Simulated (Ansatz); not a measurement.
**B$_{3}$H$_{10}$N$_{3}$: geometry relaxation (part 2 of 3)**

The same run, continued: B$_{3}$H$_{10}$N$_{3}$ (16 atoms in the cell); DFT PBE, scalar-relativistic, plane waves, PAW, no spin polarisation (Ansatz 0.2.0); cutoff 420 eV, 1×1×8 k-mesh, Gaussian smearing of 0.05 eV. The structure derives from a Materials Project entry. It belongs to a series of runs on one base structure; here: wire along [0 0 1], 6 atoms a period, capped with H.

Geometry of the input (Å; fractional positions):
```
12.2000  0.0000  0.0000
0.0000  13.2000  0.0000
0.0000  0.0000  4.2245
B  0.5523  0.5067  0.9998
B  0.5523  0.3950  0.4998
B  0.4477  0.5626  0.4998
N  0.5523  0.5067  0.6252
N  0.5523  0.3950  0.1252
N  0.4477  0.5626  0.1252
H  0.6318  0.5491  0.0950
H  0.4728  0.3526  0.5950
H  0.6318  0.3526  0.5950
H  0.3682  0.5202  0.5950
H  0.4477  0.6474  0.5950
H  0.6205  0.5431  0.5436
H  0.4842  0.3586  0.0436
H  0.6205  0.3586  0.0436
H  0.3795  0.5262  0.0436
H  0.4477  0.6353  0.0436
```

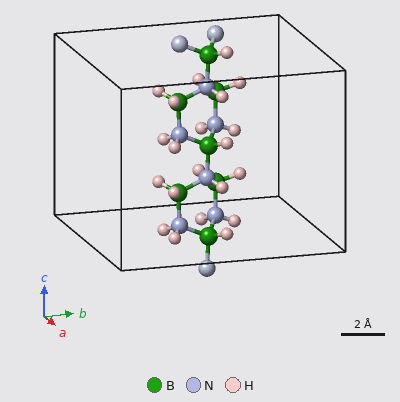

The geometry at step 8 of the log (ball-and-stick view of the 2 repeat of the cell, with the vacuum cut short, seen slightly off an axis; neighbours outside the cell are drawn fainter).

## The program's output, continued
```
SCF iter   1: F=—  HF=-1784.725797 eV  |F-HF|=—  |Δ(HF+E_count)|=         —  Δρ=2.27e-4  dr2=3.58e-5  ethr=3.46e-7  ⟨swp⟩=5.4  Hψ=1598  notcnv=0
preconditioner: auto → Resta (q_TF=auto, 1.643 Å⁻¹)  ε∞=1.4  [insulator: Δε(μ)=5.403 eV  Ē_g=13.687 eV  σ=0.050 eV  W_gap=1.00  n_scr=54 (ndim 8)  ℏωp=8.1 eV  f_vac=0.784  D(μ)=0.00/eV (n_scr^D=0)  ε∞_Penn≈1.4  vacuum switching on, ρ_ref=1.4e-2 e/Å³]
SCF iter   2: F=—  HF=-1784.729962 eV  |F-HF|=—  |Δ(HF+E_count)|=   4.16e-3  Δρ=1.14e-4  dr2=9.09e-6  ethr=1.05e-7  ⟨swp⟩=2.4  Hψ=315  notcnv=0
SCF iter   3: F=—  HF=-1784.731888 eV  |F-HF|=—  |Δ(HF+E_count)|=   1.93e-3  Δρ=2.90e-5  dr2=2.77e-6  ethr=2.67e-8  ⟨swp⟩=2.8  Hψ=342  notcnv=0
SCF iter   4: F=—  HF=-1784.732067 eV  |F-HF|=—  |Δ(HF+E_count)|=   1.79e-4  Δρ=3.31e-6  dr2=3.25e-8  ethr=8.15e-9  ⟨swp⟩=2.0  Hψ=289  notcnv=0  defer=3
SCF iter   5: F=—  HF=-1784.732069 eV  |F-HF|=—  |Δ(HF+E_count)|=   1.80e-6  Δρ=1.01e-6  dr2=6.11e-9  ethr=9.55e-11  ⟨swp⟩=2.0  Hψ=232  notcnv=0  defer=3
SCF iter   6: F=—  HF=-1784.732069 eV  |F-HF|=—  |Δ(HF+E_count)|=   1.70e-8  Δρ=3.27e-7  dr2=6.25e-10  ethr=1.80e-11  ⟨swp⟩=2.0  Hψ=237  notcnv=0  defer=3
SCF iter   7: F=-1784.732069 eV  HF=-1784.732069 eV  |F-HF|=4.33e-9  |Δ(HF+E_count)|=   2.28e-8  Δρ=7.44e-8  dr2=1.87e-11  ethr=1.00e-12  ⟨swp⟩=13.2  Hψ=1278  notcnv=0
SCF 7 converged in 7 iterations: F = -1784.732069 eV  dr2 = 1.87e-11
relax step   7: F+E_penalty+E_count = -1784.73206931 eV  Δ(F+E_penalty+E_count) = -2.882e-2 eV  max|allowed force component| = 1.127e-2 eV/Å  Δτ_max = 0.0000 Å  P = +0.032 GPa  Ω = 714.122 Å³  fix = [a, b, alpha, beta, gamma]  reactions: a +0.001, b -0.004 GPa; alpha -0.000, beta -0.000, gamma -0.005 GPa/rad  stress off target by 9.81e-2 GPa on what of the cell is left free  SCF on the basis re-selected at this cell (its energy is not comparable with the rows above)  (7 SCF iters)
basis re-selected at this cell: Δ(F+E_penalty+E_count) = -2.882e-2 eV, ΔP = +0.045 GPa vs the last step (what re-selecting the basis moved, of the pressure what is left beyond the Pulay correction that the steps carried, after the strain that the cell walked since its last selection, with what the two solves' SCF thresholds leave and, on support functions, any second-order correction that the steps lacked; it is no measure of the basis error at this ecutwfc). This SCF's stress stands 9.81e-2 GPa from its target on what of the cell is left free (relax.cell.stress_tol is 3.00e-2 GPa) and its largest allowed force component is 1.13e-2 eV/Å (relax.f_tol is 2.00e-2 eV/Å): not within both, so this SCF does not close the relaxation
Crystal: 16 atoms, lattice volume = 715.709 Å³
Basis set: ecut = 420 eV, 14019 PW (Γ), exchange–correlation on 180×180×60 points (8 copies of the dense FFT grid, shifted against one another)
iter 1 solved again at ethr=8.48e-7 eV; its pass at ethr=3.10e-3 eV (dr2=2.88e-4 eV) is discarded
SCF iter   1: F=—  HF=-1784.731851 eV  |F-HF|=—  |Δ(HF+E_count)|=         —  Δρ=2.90e-4  dr2=3.28e-4  ethr=8.48e-7  ⟨swp⟩=2.6  Hψ=660  notcnv=0
preconditioner: auto → Resta (q_TF=auto, 1.642 Å⁻¹)  ε∞=1.3  [insulator: Δε(μ)=5.427 eV  Ē_g=13.731 eV  σ=0.050 eV  W_gap=1.00  n_scr=54 (ndim 8)  ℏωp=8.1 eV  f_vac=0.784  D(μ)=0.00/eV (n_scr^D=0)  ε∞_Penn≈1.3  vacuum switching on, ρ_ref=1.4e-2 e/Å³]
SCF iter   2: F=—  HF=-1784.731805 eV  |F-HF|=—  |Δ(HF+E_count)|=   4.61e-5  Δρ=1.39e-4  dr2=5.99e-5  ethr=8.48e-7  ⟨swp⟩=2.2  Hψ=243  notcnv=0
SCF iter   3: F=—  HF=-1784.731747 eV  |F-HF|=—  |Δ(HF+E_count)|=   5.79e-5  Δρ=4.33e-5  dr2=1.25e-5  ethr=1.76e-7  ⟨swp⟩=2.0  Hψ=235  notcnv=0
SCF iter   4: F=—  HF=-1784.731790 eV  |F-HF|=—  |Δ(HF+E_count)|=   4.30e-5  Δρ=8.43e-6  dr2=2.67e-7  ethr=3.69e-8  ⟨swp⟩=2.0  Hψ=240  notcnv=0
SCF iter   5: F=—  HF=-1784.731791 eV  |F-HF|=—  |Δ(HF+E_count)|=   1.61e-7  Δρ=2.47e-6  dr2=3.53e-8  ethr=7.85e-10  ⟨swp⟩=2.0  Hψ=250  notcnv=0
SCF iter   6: F=-1784.731791 eV  HF=-1784.731791 eV  |F-HF|=7.03e-10  |Δ(HF+E_count)|=   2.33e-9  Δρ=7.73e-7  dr2=3.47e-9  ethr=7.08e-11  ⟨swp⟩=14.6  Hψ=1263  notcnv=0
SCF 8 converged in 6 iterations: F = -1784.731791 eV  dr2 = 3.47e-9
  greatest PAW one-centre occupation: 0.794 electrons in one spin orbital (limit 2), on the N atom at site 4 (counted from 0), in its partial waves of l = 0
relax step   8: F+E_penalty+E_count = -1784.73179054 eV  Δ(F+E_penalty+E_count) = +2.788e-4 eV  max|allowed force component| = 7.997e-3 eV/Å  Δτ_max = 0.0042 Å  P = +0.009 GPa  Ω = 715.709 Å³  energy of the carried Pulay correction = -9.050e-4 eV  fix = [a, b, alpha, beta, gamma]  reactions: a +0.002, b +0.004 GPa; alpha +0.000, beta +0.000, gamma +0.002 GPa/rad  (6 SCF iters, dr2 threshold 2.41e-8 eV, accepted)
iter 1 solved again at ethr=2.78e-7 eV; its pass at ethr=3.10e-3 eV (dr2=9.44e-5 eV) is discarded
SCF iter   1: F=—  HF=-1784.731648 eV  |F-HF|=—  |Δ(HF+E_count)|=         —  Δρ=2.24e-5  dr2=1.28e-7  ethr=2.78e-7  ⟨swp⟩=5.2  Hψ=1610  notcnv=0
preconditioner: auto → Resta (q_TF=auto, 1.642 Å⁻¹)  ε∞=1.3  [insulator: Δε(μ)=5.424 eV  Ē_g=13.712 eV  σ=0.050 eV  W_gap=1.00  n_scr=54 (ndim 8)  ℏωp=8.1 eV  f_vac=0.783  D(μ)=0.00/eV (n_scr^D=0)  ε∞_Penn≈1.3  vacuum switching on, ρ_ref=1.4e-2 e/Å³]
SCF iter   2: F=—  HF=-1784.732178 eV  |F-HF|=—  |Δ(HF+E_count)|=   5.30e-4  Δρ=1.12e-5  dr2=3.66e-8  ethr=3.77e-10  ⟨swp⟩=3.0  Hψ=315  notcnv=0
SCF iter   3: F=—  HF=-1784.732413 eV  |F-HF|=—  |Δ(HF+E_count)|=   2.35e-4  Δρ=4.53e-6  dr2=6.86e-9  ethr=1.08e-10  ⟨swp⟩=2.4  Hψ=289  notcnv=0
SCF iter   4: F=—  HF=-1784.732499 eV  |F-HF|=—  |Δ(HF+E_count)|=   8.60e-5  Δρ=5.73e-7  dr2=5.87e-10  ethr=2.02e-11  ⟨swp⟩=3.0  Hψ=293  notcnv=0
SCF iter   5: F=—  HF=-1784.732503 eV  |F-HF|=—  |Δ(HF+E_count)|=   3.95e-6  Δρ=9.75e-8  dr2=7.14e-11  ethr=1.73e-12  ⟨swp⟩=2.6  Hψ=264  notcnv=0
SCF iter   6: F=-1784.732503 eV  HF=-1784.732503 eV  |F-HF|=3.22e-9  |Δ(HF+E_count)|=   1.41e-7  Δρ=4.38e-8  dr2=1.44e-11  ethr=1.00e-12  ⟨swp⟩=16.8  Hψ=1352  notcnv=0
SCF 9 converged in 6 iterations: F = -1784.732503 eV  dr2 = 1.44e-11
relax step   9: F+E_penalty+E_count = -1784.73250315 eV  Δ(F+E_penalty+E_count) = -7.126e-4 eV  max|allowed force component| = 8.032e-3 eV/Å  Δτ_max = 0.0000 Å  P = +0.009 GPa  Ω = 715.709 Å³  fix = [a, b, alpha, beta, gamma]  reactions: a +0.002, b +0.004 GPa; alpha +0.000, beta +0.000, gamma +0.002 GPa/rad  stress off target by 2.27e-2 GPa on what of the cell is left free  SCF on the basis re-selected at this cell (its energy is not comparable with the rows above)  (6 SCF iters)
```

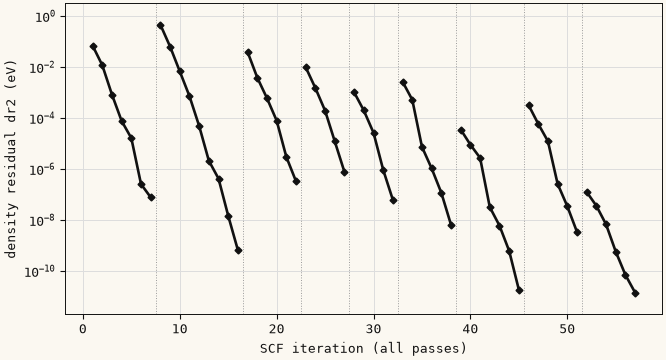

Convergence of the self-consistent field: density residual dr2 against the SCF iteration. The dotted lines part the SCF passes of the relaxation: geometry steps, rejected trials and re-solves on a re-selected basis. The 9 passes take 5 to 9 iterations each, 57 in all.

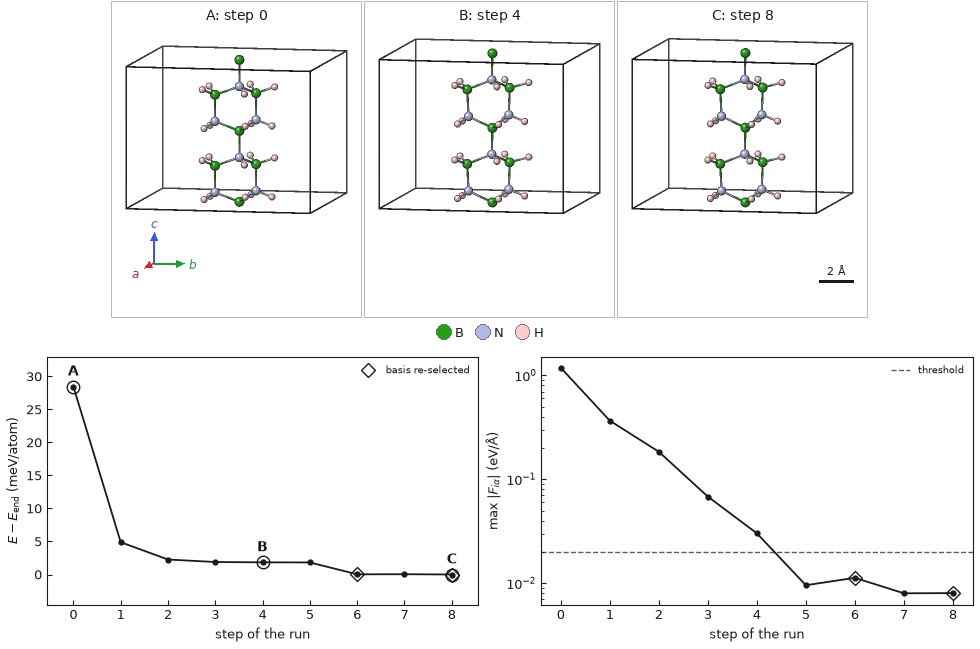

Frames of the relaxation (ball-and-stick view of the 2 repeat of the cell, with the vacuum cut short, seen slightly off an axis) above the curves, on which the letters mark them (the first geometry is step 0 here and step 1 in the log).

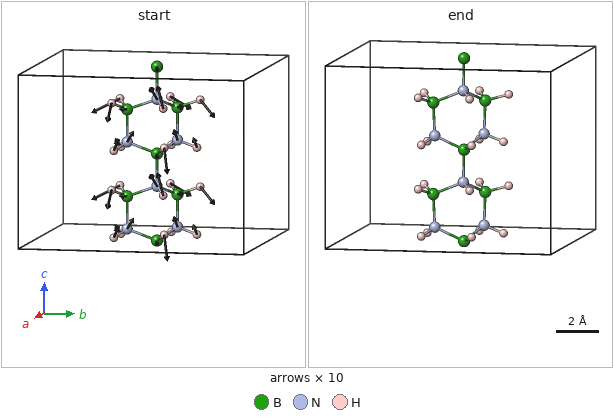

Before (left) and after (right) the relaxation, at one scale (ball-and-stick view of the 2 repeat of the cell, with the vacuum cut short, seen slightly off an axis). The black arrows give the displacements (without the part carried along by the change of the cell), magnified 10 times. Over 6 geometry steps the energy falls by 28.4 meV per atom. The largest force component goes from 1.2 to 0.008 eV/Å. The basis was re-selected once at an unchanged geometry, which shifts the energy a little without any move. The largest moves relative to the cell, 0.16 Å, are those of H8 and H10. Largest moves by element: H 0.16 Å, N 0.12 Å, B 0.04 Å. Along the periodic axis the drawn cell goes c 8.449 → 8.889 Å (+5.2 %). Among the contacts that change: B2–N5 1.583 → 1.611 Å, B1–H7 1.190 → 1.218 Å, B1–N4 1.583 → 1.592 Å, B1–N5 1.567 → 1.576 Å. Among the angles that change: B1–N5–B2 109.8° → 116.9°, B1–N4–H12 109.8° → 103.5°, H13–N5–H14 109.2° → 103.3°. The energy change given includes the shifts at the re-selections in mid-walk, which come without any move. A last SCF at the same geometry on a re-selected plane-wave basis shifts the energy by next to nothing (0.0 meV per atom). (Atoms are counted from 1 in the order of the input.)

```
basis re-selected at this cell: Δ(F+E_penalty+E_count) = -7.126e-4 eV, ΔP = +0.001 GPa vs the last step (what re-selecting the basis moved, of the pressure what is left beyond the Pulay correction that the steps carried, after the strain that the cell walked since its last selection, with what the two solves' SCF thresholds leave and, on support functions, any second-order correction that the steps lacked; it is no measure of the basis error at this ecutwfc). This SCF's stress stands 2.27e-2 GPa from its target on what of the cell is left free (relax.cell.stress_tol is 3.00e-2 GPa) and its largest allowed force component is 8.03e-3 eV/Å (relax.f_tol is 2.00e-2 eV/Å): within both
WARN: The output density's exchange-correlation potential varies sharply where the density is thin. Do not read a vacuum level from v_tot or v_xc, or from such a field of the output density. On a cell that repeats whose density bears no net charge and no dipole along the vacuum's axis use v_es (v_loc + v_h of the components); under efield.dipole_correction with no amplitude use v_es + v_field, which holds any external_charges[].barrier, or the levels of the report's work_function block, which leave it out; under a non-zero efield.amplitude the vacuum is tilted and has no level; on a cell that repeats and bears such a dipole with no correction it is tilted too, and efield.dipole_correction with no amplitude gives each side of its ramp a level where efield: is served; in a cell that repeats whose density bears a net charge (total_charge, or a fill off its count) it is curved and has none; of a slab under crystal.periodic whose density bears no net charge use v_es, which has a level on each side, short of where the two are joined; of another it falls or rises all the way out and has none; of a slab beside external_charges read slab_vacuum_level instead, which it has where they leave it neutral. The grid or the basis barely resolves most such structure, and the values can differ between equally converged runs; as a rule a tighter scf.convergence.dr2_threshold does not remove it. Where the density itself ripples (under the LDA too) a higher basis.ecutwfc lessens it. The files hold the spikes' plane waves up to the density's cutoff. Files: v_tot_of_output_density and the like, and their columns of v_z.tsv (output.write_potential); v_xc_of_output_density and the like, and their columns of v_comp_z.tsv (output.write_potential_components). Measured: with its Gaussian average of σ = 0.25 Å subtracted twice, the exchange-correlation potential is over 0.1 eV at 185 of the grid points where the equally averaged density (valence and model cores) is under 1e-3 e/Å³, and 0.367 eV at the most among them, at an averaged density of 9.6e-7 e/Å³. The input density's (outcome.potential() and, of a run that writes arrays, v_tot and v_xc) is over 0.1 eV, so measured, at 117 points of its own thin density, 0.315 eV at the most. See output.write_potential in the manual, Limitations
SCF converged after 6 iterations
Free energy (F): -1784.732503 eV
Harris-Foulkes:  -1784.732503 eV  (|F-HF|=3.22e-9)
Internal energy: -1784.732503 eV  (E = F + TS)
E sigma→0 (E₀):  -1784.732503 eV
Fermi energy:    -2.584715 eV
--- Per-component energies (eV) ---
  E_band       = -382.060398
  E_kinetic    = 687.411834
  E_local      = -6983.145172  (includes V_loc(G=0)·N_el)
  E_nonlocal   = 187.564493
  E_hartree    = 3129.923831
  E_xc         = -366.537169
  E_vxc        = -459.166705  (∫ρ·V_xc dr)
  E_paw        = -625.192485  (= ΣΔE_a)
  E_vpaw       = -74.559404  (= ΣTr[D̂ρ^β])
  E_aug_tail   = -0.013086  (compensation charges beyond the density's cutoff)
  E_ewald      = 2185.255251
  E_smearing   = -0.000000  (= −TS)
  E_closure    = -0.000000  (closes the sum)
  Σ components = -1784.732503   (vs F -1784.732503, Δ=0.00e0)
--- Forces (eV/Å), atoms counted from 1 ---
  atom   1  B      0.00803236     0.00445759     0.00310984
  atom   2  B      0.00568063    -0.00024294     0.00219955
  atom   3  B      0.00234428     0.00488198     0.00226421
  atom   4  N     -0.00766998    -0.00431276     0.00000196
  atom   5  N     -0.00501247     0.00047750    -0.00605583
  atom   6  N     -0.00194479    -0.00415915    -0.00613042
  atom   7  H     -0.00104699    -0.00059754    -0.00120948
  atom   8  H      0.00096432     0.00064787    -0.00125756
  atom   9  H     -0.00277495    -0.00092469    -0.00106294
  atom  10  H      0.00102051     0.00052473    -0.00135169
  atom  11  H     -0.00227635    -0.00197929    -0.00095908
  atom  12  H      0.00420472     0.00243043     0.00010584
  atom  13  H      0.00033807    -0.00323927     0.00296996
  atom  14  H      0.00255654    -0.00365979     0.00219210
  atom  15  H     -0.00265576     0.00185504     0.00292658
  atom  16  H     -0.00176036     0.00383997     0.00225683
  max |Σ_I F_I| component: 3.17e-7 eV/Å
--- Stress (GPa, compression-positive) ---
        0.001508      -0.001991      -0.000363
       -0.001992       0.003897      -0.000179
       -0.000364      -0.000178       0.022660
  P = ⅓ Tr σ = 0.0094 GPa (0.094 kbar)
--- Band table (eV; the first three rows and the last of 5) ---
  k-point 0: bands = ["-22.2233", "-21.1138", "-19.9513", "-12.4563", "-12.2180", "-11.9351", "-11.5566", "-11.0476", "-10.6732", "-9.6219", "-9.1792", "-8.5327", "-6.9713", "-6.6923", "-6.2274", "-5.3079", "-5.3004", "0.1309", "0.5399", "0.7311", "0.9569", "1.2504", "1.5507", "1.8301", "1.9983", "2.4901", "2.7539", "2.9181", "3.0058", "3.6750", "3.7146", "3.9225", "4.0756"]
  k-point 1: bands = ["-22.1797", "-21.1064", "-20.0266", "-12.5647", "-12.3678", "-11.6225", "-11.5573", "-11.2552", "-10.6455", "-9.4169", "-8.9619", "-8.6354", "-6.9118", "-6.6742", "-6.3173", "-5.4045", "-5.3767", "0.2068", "0.6302", "0.8125", "1.0611", "1.3525", "1.6477", "1.9397", "2.1159", "2.5689", "2.8630", "3.0240", "3.1429", "3.7508", "3.8337", "3.9764", "4.0607"]
  k-point 2: bands = ["-22.0613", "-21.0883", "-20.2203", "-12.7442", "-12.2891", "-11.9622", "-11.4821", "-11.3320", "-10.2413", "-9.2150", "-8.7708", "-8.3860", "-6.9492", "-6.5811", "-6.5077", "-5.6488", "-5.5614", "0.4028", "0.8946", "1.0259", "1.3621", "1.6545", "1.9011", "2.2565", "2.4428", "2.7773", "3.0730", "3.2506", "3.4451", "3.6186", "3.7295", "3.9720", "4.1856"]
  k-point 4: bands = ["-21.8411", "-21.0623", "-20.5444", "-12.7178", "-12.4004", "-12.0520", "-11.9836", "-11.2699", "-9.5739", "-8.9680", "-8.4580", "-7.8562", "-7.1207", "-6.6934", "-6.5802", "-6.0746", "-5.8341", "0.8617", "1.2646", "1.4554", "2.0130", "2.3416", "2.6820", "2.8201", "2.9227", "2.9855", "3.0986", "3.1416", "3.4514", "3.6664", "3.7224", "3.8322", "3.9183"]
```
